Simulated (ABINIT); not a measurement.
Geometry relaxation of MoSi2 (part 3 of 4)

The same run, continued: MoSi2 (I4/mmm, 3 atoms in the cell); Kohn-Sham DFT of a periodic cell, PBE, PseudoDojo NC SR PBE v0.4.1 standard, no spin polarisation (ABINIT 10.8.3); cutoff 1088.46 eV, 9×9×9 k-mesh, fermi-dirac of 0.05 eV. The structure derives from an entry of the Crystallography Open Database.

Geometry of the input (Å; fractional positions):
```
-1.6000  1.6000  3.9305
1.6000  -1.6000  3.9305
1.6000  1.6000  -3.9305
Mo 0.0000  0.0000  0.0000
Si 0.6670  0.6670  0.0000
Si 0.3330  0.3330  0.0000
```

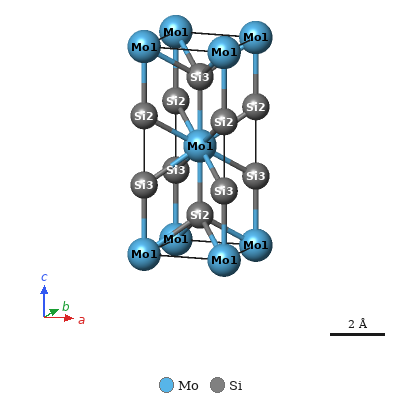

*The input geometry (ball-and-stick view of the cell 2 times as large as that of the calculation, set on its symmetry axes, seen slightly off an axis; atoms are numbered from 1 in the order of the input). An atom can appear more than once, as a periodic image.*

Output, continued
```
 Cartesian components of stress tensor (hartree/bohr^3)
  sigma(1 1)=  1.15638049E-05  sigma(3 2)=  0.00000000E+00
  sigma(2 2)=  1.15638049E-05  sigma(3 1)=  0.00000000E+00
  sigma(3 3)= -3.03530308E-06  sigma(2 1)=  0.00000000E+00

--- !ResultsGS
iteration_state: {dtset: 1, itime: 5, icycle: 1, }
comment   : Summary of ground state results
lattice_vectors:
- [ -3.0429917,   3.0429917,   7.4343123, ]
- [  3.0429917,  -3.0429917,   7.4343123, ]
- [  3.0429917,   3.0429917,  -7.4343123, ]
lattice_lengths: [   8.59003,    8.59003,    8.59003, ]
lattice_angles: [138.505, 138.505,  60.130, ] # degrees, (23, 13, 12)
lattice_volume:   2.7536093E+02
convergence: {deltae: -2.245E-12, res2:  2.843E-13, residm:  3.035E-06, diffor: null, }
etotal    :  -7.87958660E+01
entropy   :   0.00000000E+00
fermie    :   4.53041740E-01
cartesian_stress_tensor: # hartree/bohr^3
- [  1.15638049E-05,   0.00000000E+00,   0.00000000E+00, ]
- [  0.00000000E+00,   1.15638049E-05,   0.00000000E+00, ]
- [  0.00000000E+00,   0.00000000E+00,  -3.03530308E-06, ]
pressure_GPa:  -1.9705E-01
xred      :
- [  6.0462E-20,  -2.7507E-20,  -1.2856E-19, Mo]
- [  6.6482E-01,   6.6482E-01,   8.6162E-18, Si]
- [  3.3518E-01,   3.3518E-01,   7.2349E-18, Si]
cartesian_forces: # hartree/bohr
- [ -0.00000000E+00,  -0.00000000E+00,  -0.00000000E+00, ]
- [ -2.93784799E-20,   2.48316287E-20,  -2.32987815E-04, ]
- [  2.93784799E-20,  -2.48316287E-20,   2.32987815E-04, ]
force_length_stats: {min:   0.00000000E+00, max:   2.32987815E-04, mean:   1.55325210E-04, }
...

 Integrated electronic density in atomic spheres:
 ------------------------------------------------
 Atom  Sphere_radius  Integrated_density
    1        2.00000         10.60939432
    2        2.00000          1.76549360
    3        2.00000          1.76549360

---OUTPUT-----------------------------------------------------------------------

 Cartesian coordinates (xcart) [bohr]
 -6.58895639751959E-19 -1.23514236587097E-19  1.20074559302924E-18
  2.61482284872296E-16 -2.09044191095405E-16  9.88492472626759E+00
 -4.43274954892976E-17  8.83590388895711E-17  4.98369985246886E+00
 Reduced coordinates (xred)
  6.04621359185467E-20 -2.75074448767811E-20 -1.28559319439933E-19
  6.64817695404319E-01  6.64817695404320E-01  8.61620724961702E-18
  3.35182304595680E-01  3.35182304595680E-01  7.23491027479821E-18
 Cartesian forces (fcart) [Ha/bohr]; max,rms= 2.32988E-04 1.09832E-04 (free atoms)
 -0.00000000000000E+00 -0.00000000000000E+00 -0.00000000000000E+00
 -2.93784799234094E-20  2.48316287008658E-20 -2.32987815319724E-04
  2.93784799234094E-20 -2.48316287008658E-20  2.32987815319724E-04
 Gradient of E wrt nuclear positions in reduced coordinates (gred)
 -0.00000000000000E+00 -0.00000000000000E+00 -0.00000000000000E+00
  1.73210417870448E-03  1.73210417870448E-03 -1.73210417870448E-03
 -1.73210417870448E-03 -1.73210417870448E-03  1.73210417870448E-03
 Scale of Primitive Cell (acell) [bohr]
  8.59002886051354E+00  8.59002886051354E+00  8.59002886051354E+00
 Real space primitive translations (rprimd) [bohr]
 -3.04299167010067E+00  3.04299167010067E+00  7.43431228936822E+00
  3.04299167010067E+00 -3.04299167010067E+00  7.43431228936822E+00
  3.04299167010067E+00  3.04299167010067E+00 -7.43431228936822E+00
 Unitary Cell Volume (ucvol) [Bohr^3]=  2.75360929322976E+02
 Angles (23,13,12)= [degrees]
  1.38505400418661E+02  1.38505400418661E+02  6.01298295195676E+01
 Lengths [Bohr]
  8.59002886051354E+00  8.59002886051354E+00  8.59002886051354E+00
 Stress tensor in cartesian coordinates (strten) [Ha/bohr^3]
  1.15638049183967E-05  0.00000000000000E+00  0.00000000000000E+00
  0.00000000000000E+00  1.15638049184054E-05  0.00000000000000E+00
  0.00000000000000E+00  0.00000000000000E+00 -3.03530308349599E-06
 Total energy (etotal) [Ha]= -7.87958660412287E+01

 Difference of energy with previous step (new-old):
           Absolute (Ha)=-1.91373E-05
           Relative     =-2.42871E-07

--- Iteration: ( 6/50) Internal Cycle: (1/1)
--------------------------------------------------------------------------------

---SELF-CONSISTENT-FIELD CONVERGENCE--------------------------------------------

--- !BeginCycle
iteration_state: {dtset: 1, itime: 6, icycle: 1, }
solver: {iscf: 7, nstep: 80, nline: 4, wfoptalg: 0, }
tolerances: {tolvrs: 1.00E-12, }
...

     iter   Etot(hartree)      deltaE(h)  residm     vres2
 ETOT  1  -78.795770659744    -7.880E+01 1.048E-02 1.777E+00
 ETOT  2  -78.795646204643     1.245E-04 1.107E-02 3.572E+00
 ETOT  3  -78.795867921477    -2.217E-04 3.563E-04 3.756E-03
 ETOT  4  -78.795868234407    -3.129E-07 1.599E-02 9.460E-06
 ETOT  5  -78.795868235449    -1.042E-09 3.179E-04 2.464E-07
 ETOT  6  -78.795868235478    -2.949E-11 3.738E-03 4.353E-09
 ETOT  7  -78.795868235486    -7.290E-12 1.043E-04 1.703E-10
 ETOT  8  -78.795868235482     4.007E-12 8.804E-04 1.654E-12
 ETOT  9  -78.795868235481     4.547E-13 3.604E-05 6.223E-14

 At SCF step    9       vres2   =  6.22E-14 < tolvrs=  1.00E-12 =>converged.

 Cartesian components of stress tensor (hartree/bohr^3)
  sigma(1 1)=  3.63856005E-06  sigma(3 2)=  0.00000000E+00
  sigma(2 2)=  3.63856005E-06  sigma(3 1)=  0.00000000E+00
  sigma(3 3)= -5.62049480E-06  sigma(2 1)=  0.00000000E+00

--- !ResultsGS
iteration_state: {dtset: 1, itime: 6, icycle: 1, }
comment   : Summary of ground state results
lattice_vectors:
- [ -3.0416064,   3.0416064,   7.4345869, ]
- [  3.0416064,  -3.0416064,   7.4345869, ]
- [  3.0416064,   3.0416064,  -7.4345869, ]
lattice_lengths: [   8.58929,    8.58929,    8.58929, ]
lattice_angles: [138.521, 138.521,  60.105, ] # degrees, (23, 13, 12)
lattice_volume:   2.7512045E+02
convergence: {deltae:  4.547E-13, res2:  6.223E-14, residm:  3.604E-05, diffor: null, }
etotal    :  -7.87958682E+01
entropy   :   0.00000000E+00
fermie    :   4.53584554E-01
cartesian_stress_tensor: # hartree/bohr^3
- [  3.63856005E-06,   0.00000000E+00,   0.00000000E+00, ]
- [  0.00000000E+00,   3.63856005E-06,   0.00000000E+00, ]
- [  0.00000000E+00,   0.00000000E+00,  -5.62049480E-06, ]
pressure_GPa:  -1.6247E-02
xred      :
- [  6.4215E-20,  -2.2357E-20,  -1.1709E-19, Mo]
- [  6.6475E-01,   6.6475E-01,   8.6245E-18, Si]
- [  3.3525E-01,   3.3525E-01,   7.2212E-18, Si]
cartesian_forces: # hartree/bohr
- [  3.55860610E-22,  -1.90289392E-21,  -2.25875453E-21, ]
- [  1.79054781E-20,   1.56467236E-20,  -2.14625235E-05, ]
- [ -1.82613387E-20,  -1.37438296E-20,   2.14625235E-05, ]
force_length_stats: {min:   2.97483009E-21, max:   2.14625235E-05, mean:   1.43083490E-05, }
...

 Integrated electronic density in atomic spheres:
 ------------------------------------------------
 Atom  Sphere_radius  Integrated_density
    1        2.00000         10.60795597
    2        2.00000          1.76632921
    3        2.00000          1.76632921

---OUTPUT-----------------------------------------------------------------------

 Cartesian coordinates (xcart) [bohr]
 -6.19463058484933E-19 -9.28241007792331E-20  1.18171974994167E-18
  5.30574297270971E-16 -4.78109368273642E-16  9.88433142262938E+00
  1.30554589734608E-16 -8.66263125920500E-17  4.98484247237191E+00
 Reduced coordinates (xred)
  6.42154138541688E-20 -2.23570884051080E-20 -1.17090619298830E-19
  6.64753233261485E-01  6.64753233261485E-01  8.62454271127484E-18
  3.35246766738515E-01  3.35246766738515E-01  7.22122968026892E-18
 Cartesian forces (fcart) [Ha/bohr]; max,rms= 2.14625E-05 1.01175E-05 (free atoms)
  3.55860609696848E-22 -1.90289391631462E-21 -2.25875452601147E-21
  1.79054780797530E-20  1.56467235537416E-20 -2.14625234951684E-05
 -1.82613386894499E-20 -1.37438296374269E-20  2.14625234951684E-05
 Gradient of E wrt nuclear positions in reduced coordinates (gred)
  2.36631491890551E-20  9.92266464433066E-21 -1.20874404760143E-20
  1.59564997037605E-04  1.59564997037605E-04 -1.59564997037605E-04
 -1.59564997037605E-04 -1.59564997037605E-04  1.59564997037605E-04
 Scale of Primitive Cell (acell) [bohr]
  8.58928532151519E+00  8.58928532151519E+00  8.58928532151518E+00
 Real space primitive translations (rprimd) [bohr]
 -3.04160642214351E+00  3.04160642214351E+00  7.43458694750064E+00
  3.04160642214351E+00 -3.04160642214351E+00  7.43458694750064E+00
  3.04160642214351E+00  3.04160642214351E+00 -7.43458694750064E+00
 Unitary Cell Volume (ucvol) [Bohr^3]=  2.75120447508273E+02
 Angles (23,13,12)= [degrees]
  1.38521404742483E+02  1.38521404742483E+02  6.01053742204524E+01
 Lengths [Bohr]
  8.58928532151519E+00  8.58928532151519E+00  8.58928532151518E+00
 Stress tensor in cartesian coordinates (strten) [Ha/bohr^3]
  3.63856005424629E-06  0.00000000000000E+00  0.00000000000000E+00
  0.00000000000000E+00  3.63856005423761E-06  0.00000000000000E+00
  0.00000000000000E+00  0.00000000000000E+00 -5.62049479863741E-06
 Total energy (etotal) [Ha]= -7.87958682354813E+01

 Difference of energy with previous step (new-old):
           Absolute (Ha)=-2.19425E-06
           Relative     =-2.78473E-08

--- Iteration: ( 7/50) Internal Cycle: (1/1)
--------------------------------------------------------------------------------

---SELF-CONSISTENT-FIELD CONVERGENCE--------------------------------------------

--- !BeginCycle
iteration_state: {dtset: 1, itime: 7, icycle: 1, }
solver: {iscf: 7, nstep: 80, nline: 4, wfoptalg: 0, }
tolerances: {tolvrs: 1.00E-12, }
...

     iter   Etot(hartree)      deltaE(h)  residm     vres2
 ETOT  1  -78.795855046775    -7.880E+01 2.121E-02 2.638E-01
 ETOT  2  -78.795840377547     1.467E-05 3.466E-04 4.583E-01
 ETOT  3  -78.795868629688    -2.825E-05 3.048E-04 1.849E-03
 ETOT  4  -78.795868764014    -1.343E-07 1.564E-05 5.063E-06
 ETOT  5  -78.795868764448    -4.340E-10 3.865E-05 3.481E-08
 ETOT  6  -78.795868764457    -9.138E-12 5.187E-07 3.067E-09
 ETOT  7  -78.795868764450     7.120E-12 3.550E-07 6.751E-11
 ETOT  8  -78.795868764458    -7.446E-12 4.686E-07 4.789E-13

 At SCF step    8       vres2   =  4.79E-13 < tolvrs=  1.00E-12 =>converged.

 Cartesian components of stress tensor (hartree/bohr^3)
  sigma(1 1)= -1.63943153E-07  sigma(3 2)=  0.00000000E+00
  sigma(2 2)= -1.63943153E-07  sigma(3 1)=  0.00000000E+00
  sigma(3 3)= -3.40816318E-06  sigma(2 1)=  0.00000000E+00

--- !ResultsGS
iteration_state: {dtset: 1, itime: 7, icycle: 1, }
comment   : Summary of ground state results
lattice_vectors:
- [ -3.0408191,   3.0408191,   7.4362587, ]
- [  3.0408191,  -3.0408191,   7.4362587, ]
- [  3.0408191,   3.0408191,  -7.4362587, ]
lattice_lengths: [   8.59017,    8.59017,    8.59017, ]
lattice_angles: [138.537, 138.537,  60.081, ] # degrees, (23, 13, 12)
lattice_volume:   2.7503986E+02
convergence: {deltae: -7.446E-12, res2:  4.789E-13, residm:  4.686E-07, diffor: null, }
etotal    :  -7.87958688E+01
entropy   :   0.00000000E+00
fermie    :   4.53802680E-01
cartesian_stress_tensor: # hartree/bohr^3
- [ -1.63943153E-07,   0.00000000E+00,   0.00000000E+00, ]
- [  0.00000000E+00,  -1.63943153E-07,   0.00000000E+00, ]
- [  0.00000000E+00,   0.00000000E+00,  -3.40816318E-06, ]
pressure_GPa:   3.6639E-02
xred      :
- [  6.4000E-20,  -2.1393E-20,  -1.1420E-19, Mo]
- [  6.6475E-01,   6.6475E-01,   8.6426E-18, Si]
- [  3.3525E-01,   3.3525E-01,   7.2031E-18, Si]
cartesian_forces: # hartree/bohr
- [  1.85702806E-22,   1.85702806E-22,  -0.00000000E+00, ]
- [ -4.24112006E-22,   4.22920941E-22,  -2.85436912E-06, ]
- [  2.38409200E-22,  -6.08623747E-22,   2.85436912E-06, ]
force_length_stats: {min:   2.62623427E-22, max:   2.85436912E-06, mean:   1.90291274E-06, }
...

 Integrated electronic density in atomic spheres:
 ------------------------------------------------
 Atom  Sphere_radius  Integrated_density
    1        2.00000         10.60745430
    2        2.00000          1.76606024
    3        2.00000          1.76606024

---OUTPUT-----------------------------------------------------------------------

 Cartesian coordinates (xcart) [bohr]
 -6.06920160851081E-19 -8.75864455510258E-20  1.16603731494758E-18
 -3.37809976693441E-16  3.90371168232002E-16  9.88646307360712E+00
 -3.33385257316480E-16  3.77191704219483E-16  4.98605426555158E+00
 Reduced coordinates (xred)
  6.40003634633354E-20 -2.13933587184793E-20 -1.14197292517916E-19
  6.64747120353088E-01  6.64747120353088E-01  8.64260427458639E-18
  3.35252879646912E-01  3.35252879646912E-01  7.20306701914414E-18
 Cartesian forces (fcart) [Ha/bohr]; max,rms= 2.85437E-06 1.34556E-06 (free atoms)
  1.85702806103872E-22  1.85702806103872E-22 -0.00000000000000E+00
 -4.24112005941102E-22  4.22920941313198E-22 -2.85436911583838E-06
  2.38409199837230E-22 -6.08623747417071E-22  2.85436911583838E-06
 Gradient of E wrt nuclear positions in reduced coordinates (gred)
  6.63888349279938E-41 -2.32082601072778E-38 -1.12937726300573E-21
  2.12258270838327E-05  2.12258270838327E-05 -2.12258270838327E-05
 -2.12258270838327E-05 -2.12258270838327E-05  2.12258270838327E-05
 Scale of Primitive Cell (acell) [bohr]
  8.59017485620953E+00  8.59017485620952E+00  8.59017485620953E+00
 Real space primitive translations (rprimd) [bohr]
 -3.04081905572827E+00  3.04081905572827E+00  7.43625866957935E+00
  3.04081905572826E+00 -3.04081905572826E+00  7.43625866957935E+00
  3.04081905572827E+00  3.04081905572827E+00 -7.43625866957935E+00
 Unitary Cell Volume (ucvol) [Bohr^3]=  2.75039858511190E+02
 Angles (23,13,12)= [degrees]
  1.38537128621823E+02  1.38537128621823E+02  6.00813491337068E+01
 Lengths [Bohr]
  8.59017485620952E+00  8.59017485620952E+00  8.59017485620953E+00
 Stress tensor in cartesian coordinates (strten) [Ha/bohr^3]
 -1.63943152737406E-07  0.00000000000000E+00  0.00000000000000E+00
  0.00000000000000E+00 -1.63943152740875E-07  0.00000000000000E+00
  0.00000000000000E+00  0.00000000000000E+00 -3.40816318045341E-06
 Total energy (etotal) [Ha]= -7.87958687644575E+01

 Difference of energy with previous step (new-old):
           Absolute (Ha)=-5.28976E-07
           Relative     =-6.71325E-09

--- Iteration: ( 8/50) Internal Cycle: (1/1)
--------------------------------------------------------------------------------

---SELF-CONSISTENT-FIELD CONVERGENCE--------------------------------------------

--- !BeginCycle
iteration_state: {dtset: 1, itime: 8, icycle: 1, }
solver: {iscf: 7, nstep: 80, nline: 4, wfoptalg: 0, }
tolerances: {tolvrs: 1.00E-12, }
...

     iter   Etot(hartree)      deltaE(h)  residm     vres2
 ETOT  1  -78.795868457057    -7.880E+01 4.955E-07 5.159E-03
 ETOT  2  -78.795868064966     3.921E-07 4.064E-07 1.239E-02
 ETOT  3  -78.795868845068    -7.801E-07 1.803E-07 9.845E-05
 ETOT  4  -78.795868851563    -6.495E-09 3.920E-07 2.981E-07
 ETOT  5  -78.795868851593    -3.043E-11 1.580E-07 1.501E-09
 ETOT  6  -78.795868851590     3.268E-12 3.526E-07 8.937E-11
 ETOT  7  -78.795868851592    -1.705E-12 1.417E-07 1.925E-12
 ETOT  8  -78.795868851594    -1.677E-12 3.165E-07 2.489E-15

 At SCF step    8       vres2   =  2.49E-15 < tolvrs=  1.00E-12 =>converged.

 Cartesian components of stress tensor (hartree/bohr^3)
  sigma(1 1)= -4.80145558E-07  sigma(3 2)=  0.00000000E+00
  sigma(2 2)= -4.80145558E-07  sigma(3 1)=  0.00000000E+00
  sigma(3 3)= -1.10471228E-06  sigma(2 1)=  0.00000000E+00
```
